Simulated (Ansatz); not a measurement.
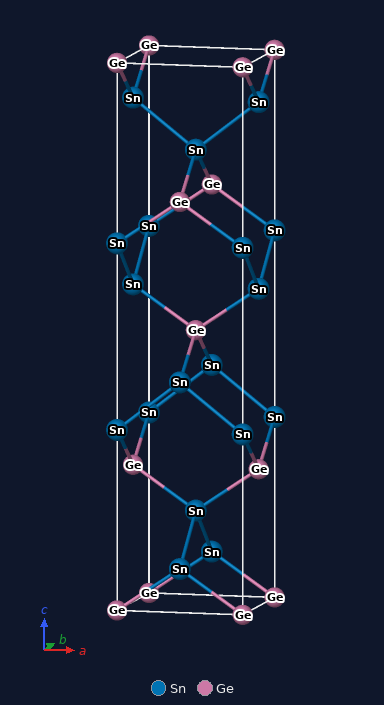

The crystal in a ball-and-stick representation, seen slightly off an axis. One conventional unit cell is framed, with atoms on its boundary repeated. Cell: a = 4.49 Å, b = 4.49 Å, c = 19.18 Å, α = 90.00°, β = 90.00°, γ = 90.00°.

The initial geometry was a structure type filled with these elements by a generator (whether the compound takes this form wasn't checked). Earlier steps of the study, as a rule a relaxation of our own, may have changed the cell and positions, so they can lie some per cent off the listed ones. A calculation with Ansatz used it as input.

Q: Give a description of the structure.

A: The structure is one of Sn2Ge. The space group is I4_1/amd (No. 141); the lattice is body-centred tetragonal. One cell contains 8 Sn, 4 Ge, 12 atoms in all. About every Sn there are two Sn and two Ge in a tetrahedral arrangement (about 2.8 Å to Sn, 2.7 Å to Ge). Ge is linked to four Sn in a tetrahedral arrangement at about 2.7 Å. The bonds build a three-dimensional framework.

Setup: DFT PBE, scalar-relativistic, plane waves, PAW (Ansatz); 420 eV cutoff, k-points about 0.16 Å⁻¹ apart, Gaussian smearing of 0.1 eV, no spin polarisation.

Q: Is it conducting or gapped at this level?

A: A metal: bands cross the Fermi level.

Q: Give the Bader charge of each element.

A: Sn +0.14 e; Ge -0.29 e.

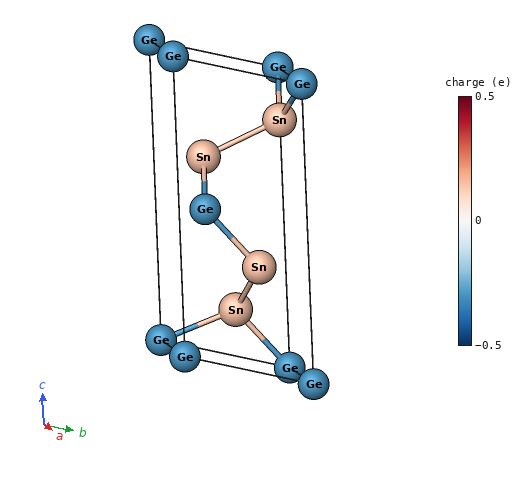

The atoms coloured by those charges. The run's cell of 6 atoms is drawn in a reduced setting, so axes and origin can differ from the first picture.

Q: Do the forces and the stress vanish for this geometry?

A: Yes. All forces vanish to within 0.01 eV/Å. The pressure is 0.0 GPa, close to zero.
